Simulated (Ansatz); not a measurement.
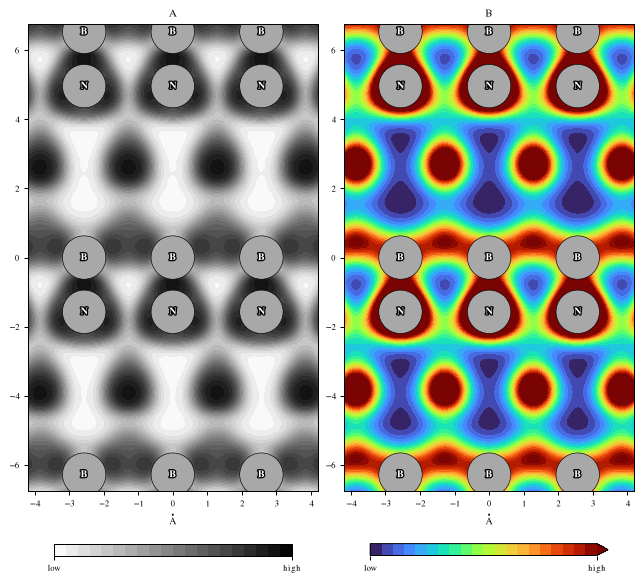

BN: 2 fields on the (100) plane of the conventional cell, with unlabelled colour scales. Grey discs cover the atomic cores.

Space group P3m1; a structure from a database of computed crystals, not necessarily the ambient phase; not relaxed (largest force 1.7 eV/Å); computed pressure about −19 GPa in this cell.

The calculation used DFT LDA, scalar-relativistic, plane waves, PAW (Ansatz 0.2.0).

Match the panels to the quantities (electron localisation function and valence pseudo-density).

Panel A: electron localisation function. Panel B: valence pseudo-density. From the grid: B–N (1.57 Å): ρ is about 1.4 e/Å³ halfway; the ELF peaks at about 0.95 between the atoms, as expected for a shared but strongly polarised pair.
